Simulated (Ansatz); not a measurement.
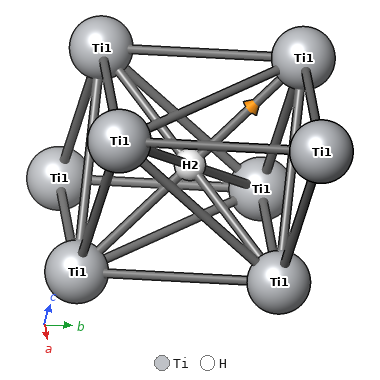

The system is TiH (Fm-3m, No. 225; 2 atoms in the cell); the picture shows the reference structure; orange arrows give the pattern of the mode. The energy is mapped over a normal mode and a strain (zone-centre modes of the 2-atom cell of this scan) (x, y and z along the cube axes). The first coordinate is: amplitude of mode 4 (959 cm⁻¹), largest displacement in the unstrained cell; the second: normal strain along x. Nothing is relaxed (the pattern is fixed in fractional coordinates). Grid: 11 × 7 points; 42 points were computed and 35 follow by symmetry. Points are written as (first, second). Energies are in meV per cell, from the lowest grid point. Method: Ansatz, DFT LDA, scalar-relativistic, plane waves, PAW. Settings: cutoff 520 eV, k-mesh 18×18×18, gaussian smearing 0.15 eV, no spin polarisation.

Its coordinates:

```yaml
crystal:
  lattice:
    - [0.00000, 2.05162, 2.05162]
    - [2.05162, 0.00000, 2.05162]
    - [2.05162, 2.05162, 0.00000]
  atoms:
    - { symbol: Ti, position: [0.00000, 0.00000, 0.00000] }
    - { symbol: H, position: [0.50000, 0.50000, 0.50000] }
```

Range: amplitude of mode 4 (959 cm⁻¹), largest displacement in the unstrained cell from −0.186 to 0.186 Å; normal strain along x from −7.00 to 7.00 %.

> Predict the map.

The lowest grid point is at (0.000 Å, 0.00 %). No other kind of well shows on this grid. The highest grid point, (−0.186 Å, −7.00 %), lies 176 meV above the lowest.

```csv
"second ↓, first →",−0.186,−0.149,−0.112,−0.074,−0.037,0.000,0.037,0.074,0.112,0.149,0.186
7.00,53,45,40,37,36,35,36,37,40,45,53
4.67,47,34,26,20,17,16,17,20,26,34,47
2.33,51,33,20,11,6,4,6,11,20,33,51
0.00,66,41,22,10,2,0,2,10,22,41,66
−2.33,91,58,34,17,7,4,7,17,34,58,91
−4.67,127,86,55,34,21,17,21,34,55,86,127
−7.00,176,126,88,61,46,40,46,61,88,126,176
```

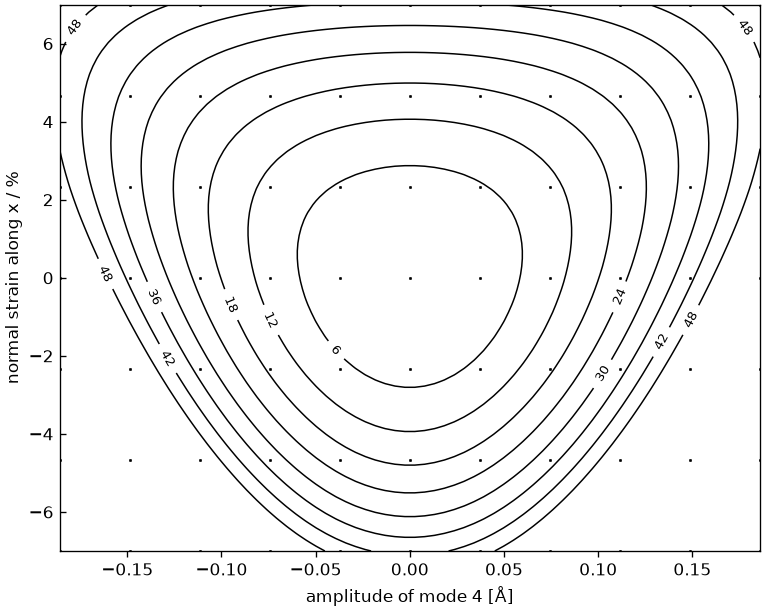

In the figure: contour lines labelled in meV (none above 48), dots at the grid points. Between grid points the surface is interpolated.

The whole map (42 points run) took 3.1 min on 1 thread of AMD EPYC 9R45 96-Core Processor (Zen 5), on a shared host.
